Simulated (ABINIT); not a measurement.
## Phonon calculation of CdF2 (part 3 of 3)

CdF2 (3 atoms in the cell); Kohn-Sham DFT of a periodic cell, PBE, PseudoDojo NC SR PBE v0.4.1 standard, no spin polarisation (ABINIT 10.8.3); cutoff 1251.72 eV, 4×4×4 k-mesh, fixed occupations. The structure derives from an entry of the Crystallography Open Database.

Geometry of the input (Å; fractional positions):
```
0.0000  2.6940  2.6940
2.6940  0.0000  2.6940
2.6940  2.6940  0.0000
Cd 0.0000  0.0000  0.0000
F  0.7500  0.7500  0.7500
F  0.2500  0.2500  0.2500
```

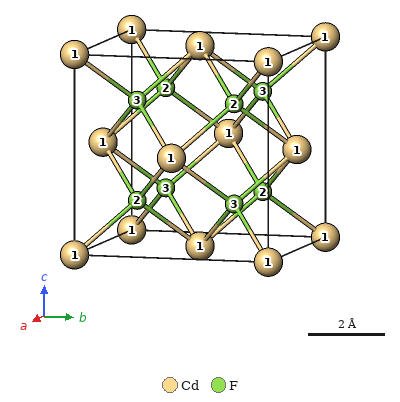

*The structure (ball-and-stick view of the cell 4 times as large as that of the calculation, set on its symmetry axes, seen slightly off an axis; atoms are numbered from 1 in the order of the input). An atom can appear more than once, as a periodic image.*

### What the program printed, continued
```
================================================================================
== DATASET  3 ==================================================================

--- !DatasetInfo
iteration_state: {dtset: 3, }
dimensions: {natom: 3, nkpt: 128, mband: 17, nsppol: 1, nspinor: 1, nspden: 1, mpw: 3947, }
cutoff_energies: {ecut:  46.0, pawecutdg:  -1.0, }
electrons: {nelect:   3.40000000E+01, charge:   0.00000000E+00, occopt:   1.00000000E+00, tsmear:   1.00000000E-02, }
meta: {optdriver: 1, rfelfd: 3, rfphon: 1, }
...

 mkfilename : getwfk/=0, take file _WFK from output of DATASET   1.

 mkfilename : getddk/=0, take file _1WF from output of DATASET   2.

 Exchange-correlation functional for the present dataset will be:
  GGA: Perdew-Burke-Ernzerhof functional - ixc=11
  J.P.Perdew, K.Burke, M.Ernzerhof, PRL 77, 3865 (1996)

 Real(R)+Recip(G) space primitive vectors, cartesian coordinates (Bohr,Bohr^-1):
 R(1)=  0.0000000  5.0909222  5.0909222  G(1)= -0.0982140  0.0982140  0.0982140
 R(2)=  5.0909222  0.0000000  5.0909222  G(2)=  0.0982140 -0.0982140  0.0982140
 R(3)=  5.0909222  5.0909222  0.0000000  G(3)=  0.0982140  0.0982140 -0.0982140
 Unit cell volume ucvol=  2.6388784E+02 bohr^3
 Angles (23,13,12)=  6.00000000E+01  6.00000000E+01  6.00000000E+01 degrees
 setup1 : take into account q-point for computing boxcut.

 getcut: wavevector=  0.0000  0.0000  0.0000  ngfft=  45  45  45
         ecut(hartree)=     46.000   => boxcut(ratio)=   2.00169
--------------------------------------------------------------------------------

 ==>  initialize data related to q vector <==

 The list of irreducible perturbations for this q vector is:
    1)    idir= 1    ipert=   1
    2)    idir= 1    ipert=   2
    3)    idir= 1    ipert=   5

================================================================================

 The perturbation idir=   2  ipert=   1 is
 symmetric of a previously calculated perturbation.
 So, its SCF calculation is not needed.

 The perturbation idir=   3  ipert=   1 is
 symmetric of a previously calculated perturbation.
 So, its SCF calculation is not needed.

 The perturbation idir=   2  ipert=   2 is
 symmetric of a previously calculated perturbation.
 So, its SCF calculation is not needed.

 The perturbation idir=   3  ipert=   2 is
 symmetric of a previously calculated perturbation.
 So, its SCF calculation is not needed.

 The perturbation idir=   1  ipert=   3 is
 symmetric of a previously calculated perturbation.
 So, its SCF calculation is not needed.

 The perturbation idir=   2  ipert=   3 is
 symmetric of a previously calculated perturbation.
 So, its SCF calculation is not needed.

 The perturbation idir=   3  ipert=   3 is
 symmetric of a previously calculated perturbation.
 So, its SCF calculation is not needed.

 The perturbation idir=   2  ipert=   5 is
 symmetric of a previously calculated perturbation.
 So, its SCF calculation is not needed.

 The perturbation idir=   3  ipert=   5 is
 symmetric of a previously calculated perturbation.
 So, its SCF calculation is not needed.

--------------------------------------------------------------------------------
 Perturbation wavevector (in red.coord.)   0.000000  0.000000  0.000000
 Perturbation : displacement of atom   1   along direction   1
 Found     4 symmetries that leave the perturbation invariant.
 symkpt : the number of k-points, thanks to the symmetries,
 is reduced to    40 .

--------------------------------------------------------------------------------

--------------------------------------------------------------------------------

 Initialisation of the first-order wave-functions :
  ireadwf=   0

--- !BeginCycle
iteration_state: {dtset: 3, }
solver: {iscf: 7, nstep: 80, nline: 4, wfoptalg: 0, }
tolerances: {tolvrs: 1.00E-10, }
...

     iter   2DEtotal(Ha)        deltaE(Ha) residm    vres2
-ETOT  1   13.697046374310     -1.850E+04 1.189E+02 3.290E+03
 ETOT  2   3.1933493355549     -1.050E+01 5.182E-01 4.760E+02
 ETOT  3   2.8909728395860     -3.024E-01 4.134E-03 6.847E+01
 ETOT  4   2.8765182733745     -1.445E-02 8.277E-04 2.756E+00
 ETOT  5   2.8754734608532     -1.045E-03 3.066E-05 9.020E-02
 ETOT  6   2.8754524589725     -2.100E-05 2.917E-05 4.267E-03
 ETOT  7   2.8754503123249     -2.147E-06 8.544E-07 3.962E-04
 ETOT  8   2.8754500186818     -2.936E-07 7.340E-07 4.948E-06
 ETOT  9   2.8754499934088     -2.527E-08 3.004E-08 6.021E-07
 ETOT 10   2.8754499899018     -3.507E-09 2.205E-08 6.295E-09
 ETOT 11   2.8754499891742     -7.276E-10 1.043E-09 3.406E-09
 ETOT 12   2.8754499888868     -2.874E-10 7.281E-10 7.347E-10
 ETOT 13   2.8754499888649     -2.183E-11 3.635E-11 4.391E-11

 At SCF step   13       vres2   =  4.39E-11 < tolvrs=  1.00E-10 =>converged.
-open ddk wf file :runo_DS2_1WF10
-open ddk wf file :runo_DS2_1WF11
-open ddk wf file :runo_DS2_1WF12
================================================================================

 ----iterations are completed or convergence reached----

 Mean square residual over all n,k,spin=   17.917E-14; max=  36.348E-12

 2DEtotal=    0.2875449989E+01 Ha. Also 2DEtotal=    0.782449802780E+02 eV
    (2DErelax=   -1.8505830965E+04 Ha. 2DEnonrelax=    1.8508706415E+04 Ha)
    (  non-var. 2DEtotal :    2.8754524365E+00 Ha)

--------------------------------------------------------------------------------
 Perturbation wavevector (in red.coord.)   0.000000  0.000000  0.000000
 Perturbation : displacement of atom   2   along direction   1
 Found     2 symmetries that leave the perturbation invariant.
 symkpt : the number of k-points, thanks to the symmetries,
 is reduced to    72 .

--------------------------------------------------------------------------------

--------------------------------------------------------------------------------

 Initialisation of the first-order wave-functions :
  ireadwf=   0

--- !BeginCycle
iteration_state: {dtset: 3, }
solver: {iscf: 7, nstep: 80, nline: 4, wfoptalg: 0, }
tolerances: {tolvrs: 1.00E-10, }
...

     iter   2DEtotal(Ha)        deltaE(Ha) residm    vres2
-ETOT  1   8.7354984354274     -4.962E+03 5.516E+00 2.143E+03
 ETOT  2   2.7816538631600     -5.954E+00 4.591E-01 2.937E+02
 ETOT  3   2.5543159827734     -2.273E-01 1.172E-01 7.110E+00
 ETOT  4   2.5407848557529     -1.353E-02 3.980E-03 1.932E+00
 ETOT  5   2.5390883741843     -1.696E-03 2.223E-03 2.155E-01
 ETOT  6   2.5388966086543     -1.918E-04 1.023E-04 8.760E-02
 ETOT  7   2.5388482772891     -4.833E-05 7.479E-05 4.138E-03
 ETOT  8   2.5388440137890     -4.264E-06 3.386E-06 1.312E-04
 ETOT  9   2.5388434869833     -5.268E-07 2.512E-06 4.853E-05
 ETOT 10   2.5388433885787     -9.840E-08 1.273E-07 5.516E-06
 ETOT 11   2.5388433725497     -1.603E-08 1.012E-07 2.937E-07
 ETOT 12   2.5388433699886     -2.561E-09 4.845E-09 1.750E-07
 ETOT 13   2.5388433695184     -4.702E-10 4.200E-09 8.682E-09
 ETOT 14   2.5388433694656     -5.275E-11 1.876E-10 5.666E-10
 ETOT 15   2.5388433694083     -5.730E-11 1.637E-10 8.863E-11

 At SCF step   15       vres2   =  8.86E-11 < tolvrs=  1.00E-10 =>converged.
-open ddk wf file :runo_DS2_1WF10
-open ddk wf file :runo_DS2_1WF11
-open ddk wf file :runo_DS2_1WF12
================================================================================

 ----iterations are completed or convergence reached----

 Mean square residual over all n,k,spin=   44.049E-14; max=  16.375E-11

 2DEtotal=    0.2538843369E+01 Ha. Also 2DEtotal=    0.690854475430E+02 eV
    (2DErelax=   -4.9677781295E+03 Ha. 2DEnonrelax=    4.9703169729E+03 Ha)
    (  non-var. 2DEtotal :    2.5388492483E+00 Ha)

--------------------------------------------------------------------------------
 Perturbation wavevector (in red.coord.)   0.000000  0.000000  0.000000
 Perturbation : homogeneous electric field along direction   1
 The set of symmetries contains only one element for this perturbation.
 symkpt : not enough symmetry to change the number of k points.

--------------------------------------------------------------------------------

--------------------------------------------------------------------------------

 Initialisation of the first-order wave-functions :
  ireadwf=   0

--- !BeginCycle
iteration_state: {dtset: 3, }
solver: {iscf: 7, nstep: 80, nline: 4, wfoptalg: 0, }
tolerances: {tolvrs: 1.00E-10, }
...

     iter   2DEtotal(Ha)        deltaE(Ha) residm    vres2
-ETOT  1  -41.379055809879     -4.138E+01 3.821E+00 6.920E+03
 ETOT  2  -43.527307164696     -2.148E+00 6.801E-01 3.596E+02
 ETOT  3  -43.704923090922     -1.776E-01 4.837E-02 4.287E+01
 ETOT  4  -43.718252567546     -1.333E-02 1.539E-02 2.247E+01
 ETOT  5  -43.726327182109     -8.075E-03 1.544E-03 7.615E-01
 ETOT  6  -43.726744763391     -4.176E-04 4.636E-04 9.642E-03
 ETOT  7  -43.726768332871     -2.357E-05 4.367E-05 4.753E-03
 ETOT  8  -43.726773502799     -5.170E-06 1.508E-05 8.558E-04
 ETOT  9  -43.726774421617     -9.188E-07 1.588E-06 6.963E-06
 ETOT 10  -43.726774545839     -1.242E-07 6.208E-07 4.982E-07
 ETOT 11  -43.726774568485     -2.265E-08 6.523E-08 4.319E-07
 ETOT 12  -43.726774572983     -4.498E-09 2.638E-08 4.767E-08
 ETOT 13  -43.726774573877     -8.938E-10 2.818E-09 1.186E-08
 ETOT 14  -43.726774574054     -1.773E-10 1.160E-09 6.286E-09
 ETOT 15  -43.726774574092     -3.795E-11 1.225E-10 8.254E-10
 ETOT 16  -43.726774574099     -7.660E-12 5.165E-11 1.337E-10
 ETOT 17  -43.726774574101     -1.684E-12 5.396E-12 1.922E-11

 At SCF step   17       vres2   =  1.92E-11 < tolvrs=  1.00E-10 =>converged.
-open ddk wf file :runo_DS2_1WF10
-open ddk wf file :runo_DS2_1WF11
-open ddk wf file :runo_DS2_1WF12
================================================================================

 ----iterations are completed or convergence reached----

 Mean square residual over all n,k,spin=   79.053E-16; max=  53.958E-13

 2DEtotal=   -0.4372677457E+02 Ha. Also 2DEtotal=   -0.118986615223E+04 eV
    (  non-var. 2DEtotal :   -4.3726774103E+01 Ha)
================================================================================

 ---- first-order wavefunction calculations are completed ----

 ==> Compute Derivative Database <==
 The violation of the charge neutrality conditions
 by the effective charges is as follows :
    atom        electric field
 displacement     direction
       1               1        0.001854        0.000000
       1               2        0.000000        0.000000
       1               3        0.000000        0.000000
       2               1        0.000000        0.000000
       2               2        0.001854        0.000000
       2               3       -0.000000        0.000000
       3               1       -0.000000        0.000000
       3               2       -0.000000        0.000000
       3               3        0.001854        0.000000

 Effective charge tensors after
 imposition of the charge neutrality (if requested by user),
 and eventual restriction to some part :
   atom    displacement
         1         1    2.460722E+00   -1.018999E-15   -2.195157E-15
         1         2    4.612980E-16    2.460722E+00    2.169017E-15
         1         3   -4.612980E-16    1.018999E-15    2.460722E+00
         2         1   -1.230361E+00    5.094997E-16    7.486523E-16
         2         2    2.134402E-16   -1.230361E+00   -7.355821E-16
         2         3   -2.134402E-16   -5.094997E-16   -1.230361E+00
         3         1   -1.230361E+00    5.094997E-16    1.446505E-15
         3         2   -6.747382E-16   -1.230361E+00   -1.433435E-15
         3         3    6.747382E-16   -5.094997E-16   -1.230361E+00
 Now, the imaginary part of the dynamical matrix is zeroed

  Dynamical matrix, in cartesian coordinates,
   if specified in the inputs, asr has been imposed
     j1       j2             matrix element
  dir pert dir pert     real part    imaginary part

   1    1   1    1         0.0554730656         0.0000000000
   1    1   1    2        -0.0277365328         0.0000000000
   1    1   1    3        -0.0277365328         0.0000000000

   2    1   2    1         0.0554730656         0.0000000000
   2    1   2    2        -0.0277365328         0.0000000000
   2    1   2    3        -0.0277365328         0.0000000000

   3    1   3    1         0.0554730656         0.0000000000
   3    1   3    2        -0.0277365328         0.0000000000
   3    1   3    3        -0.0277365328         0.0000000000

   1    2   1    1        -0.0277365696         0.0000000000
   1    2   1    2         0.0489836566         0.0000000000
   1    2   1    3        -0.0212470870         0.0000000000

   2    2   2    1        -0.0277365696         0.0000000000
   2    2   2    2         0.0489836566         0.0000000000
   2    2   2    3        -0.0212470870         0.0000000000

   3    2   3    1        -0.0277365696         0.0000000000
   3    2   3    2         0.0489836566         0.0000000000
   3    2   3    3        -0.0212470870         0.0000000000

   1    3   1    1        -0.0277365696         0.0000000000
   1    3   1    2        -0.0212470870         0.0000000000
   1    3   1    3         0.0489836566         0.0000000000

   2    3   2    1        -0.0277365696         0.0000000000
   2    3   2    2        -0.0212470870         0.0000000000
   2    3   2    3         0.0489836566         0.0000000000

   3    3   3    1        -0.0277365696         0.0000000000
   3    3   3    2        -0.0212470870         0.0000000000
   3    3   3    3         0.0489836566         0.0000000000

  Dielectric tensor, in cartesian coordinates,
     j1       j2             matrix element
  dir pert dir pert     real part    imaginary part

   1    5   1    5         2.8226775682        -0.0000000000

   2    5   2    5         2.8226775682        -0.0000000000

   3    5   3    5         2.8226775682        -0.0000000000

  Effective charges, in cartesian coordinates,
  (from electric field response)
   if specified in the inputs, charge neutrality has been imposed
     j1       j2             matrix element
  dir pert dir pert     real part    imaginary part

   1    1   1    5         2.4607219270         0.0000000000
   1    2   1    5        -1.2303609635         0.0000000000
   1    3   1    5        -1.2303609635         0.0000000000

   2    1   2    5         2.4607219270         0.0000000000
   2    2   2    5        -1.2303609635         0.0000000000
   2    3   2    5        -1.2303609635         0.0000000000

   3    1   3    5         2.4607219270         0.0000000000
   3    2   3    5        -1.2303609635         0.0000000000
   3    3   3    5        -1.2303609635         0.0000000000

  Effective charges, in cartesian coordinates,
  (from phonon response)
   if specified in the inputs, charge neutrality has been imposed
     j1       j2             matrix element
  dir pert dir pert     real part    imaginary part

   1    5   1    1         2.4607220151         0.0000000000

   2    5   2    1         2.4607220151         0.0000000000

   3    5   3    1         2.4607220151         0.0000000000

   1    5   1    2        -1.2303610076         0.0000000000

   2    5   2    2        -1.2303610076         0.0000000000

   3    5   3    2        -1.2303610076         0.0000000000

   1    5   1    3        -1.2303610076         0.0000000000

   2    5   2    3        -1.2303610076         0.0000000000

   3    5   3    3        -1.2303610076         0.0000000000

  Phonon wavevector (reduced coordinates) :  0.00000  0.00000  0.00000
 Phonon energies in Hartree :
   0.000000E+00  0.000000E+00  0.000000E+00  1.035186E-03  1.035186E-03
   1.035186E-03  1.424049E-03  1.424049E-03  1.424049E-03
 Phonon frequencies in cm-1    :
   0.000000E+00  0.000000E+00  0.000000E+00  2.271971E+02  2.271971E+02
   2.271971E+02  3.125427E+02  3.125427E+02  3.125427E+02

  Phonon at Gamma, with non-analyticity in the
  direction (cartesian coordinates)  1.00000  0.00000  0.00000
 Phonon energies in Hartree :
   0.000000E+00  0.000000E+00  0.000000E+00  1.035186E-03  1.035186E-03
   1.424049E-03  1.424049E-03  1.424049E-03  1.744987E-03
 Phonon frequencies in cm-1    :
   0.000000E+00  0.000000E+00  0.000000E+00  2.271971E+02  2.271971E+02
   3.125427E+02  3.125427E+02  3.125427E+02  3.829805E+02

  Phonon at Gamma, with non-analyticity in the
  direction (cartesian coordinates)  0.00000  1.00000  0.00000
 Phonon energies in Hartree :
   0.000000E+00  0.000000E+00  0.000000E+00  1.035186E-03  1.035186E-03
   1.424049E-03  1.424049E-03  1.424049E-03  1.744987E-03
 Phonon frequencies in cm-1    :
   0.000000E+00  0.000000E+00  0.000000E+00  2.271971E+02  2.271971E+02
   3.125427E+02  3.125427E+02  3.125427E+02  3.829805E+02

  Phonon at Gamma, with non-analyticity in the
  direction (cartesian coordinates)  0.00000  0.00000  1.00000
 Phonon energies in Hartree :
   0.000000E+00  0.000000E+00  0.000000E+00  1.035186E-03  1.035186E-03
   1.424049E-03  1.424049E-03  1.424049E-03  1.744987E-03
 Phonon frequencies in cm-1    :
   0.000000E+00  0.000000E+00  0.000000E+00  2.271971E+02  2.271971E+02
   3.125427E+02  3.125427E+02  3.125427E+02  3.829805E+02

== END DATASET(S) ==============================================================
================================================================================

 -outvars: echo values of variables after computation  --------
            acell      1.0000000000E+00  1.0000000000E+00  1.0000000000E+00 Bohr
           etotal1    -2.2471293635E+02
           etotal2    -4.0264473785E+01
           etotal3    -4.3726774574E+01
            fcart1    -7.0521479295E-29  7.0521479295E-29  3.7367959049E-45
                       1.1459740385E-28  4.4075924559E-29 -2.6445554736E-29
                      -4.4075924559E-29 -1.1459740385E-28  2.6445554736E-29
            fcart3     0.0000000000E+00  0.0000000000E+00  0.0000000000E+00
                       0.0000000000E+00  0.0000000000E+00  0.0000000000E+00
                       0.0000000000E+00  0.0000000000E+00  0.0000000000E+00
            rprim      0.0000000000E+00  5.0909221797E+00  5.0909221797E+00
                       5.0909221797E+00  0.0000000000E+00  5.0909221797E+00
                       5.0909221797E+00  5.0909221797E+00  0.0000000000E+00
           strten1    -1.5596993222E-04 -1.5596993222E-04 -1.5596993222E-04
                       0.0000000000E+00  0.0000000000E+00  0.0000000000E+00
           strten3     0.0000000000E+00  0.0000000000E+00  0.0000000000E+00
                       0.0000000000E+00  0.0000000000E+00  0.0000000000E+00
           xangst      0.0000000000E+00  0.0000000000E+00  0.0000000000E+00
                       4.0409999972E+00  4.0409999972E+00  4.0409999972E+00
                       1.3469999991E+00  1.3469999991E+00  1.3469999991E+00
             xred      0.0000000000E+00  0.0000000000E+00  0.0000000000E+00
                       7.5000000000E-01  7.5000000000E-01  7.5000000000E-01
                       2.5000000000E-01  2.5000000000E-01  2.5000000000E-01
 Calculation completed.
```
